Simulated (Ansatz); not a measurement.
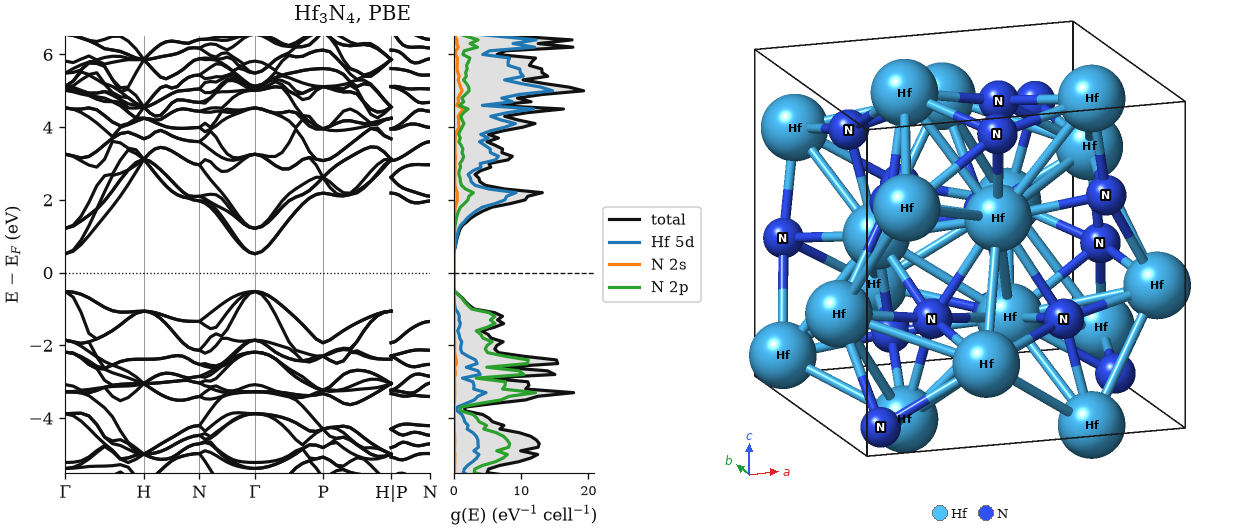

Band structure and density of states, beside the structure. Energies are counted from the Fermi level. The partial curves are projected on Löwdin-orthogonalised atomic shells.

The material is Hf$_{3}$N$_{4}$, space group I-43d (No. 220), 14 atoms in the cell.

Computed with Ansatz: DFT PBE, scalar-relativistic, plane waves, PAW, no spin polarisation, 6×6×6 k mesh, 420 eV cutoff.

**Metal, semiconductor or insulator, and what is the gap?**

The bands leave a gap. The gap along this path is 1.04 eV and direct: both edges lie at Γ.

**What is the character of the states on either side of the gap?**

By projected weight, the top eV of the valence band is N 2p (85 %); the bottom eV of the conduction band is Hf 5d (80 %) and N 2p (15 %). The gap is of charge-transfer type, from anion p to metal d states.

**How much do the top valence band and the lowest conduction band disperse along the path?**

The top valence band spans 1.4 eV and the lowest conduction band 2.6 eV.

**What are the direct gaps at P, N and Γ?**

The direct gaps are 4.12 eV at P, 3.31 eV at N and 1.04 eV at Γ.

Spin-orbit coupling is left out, which matters for Hf.
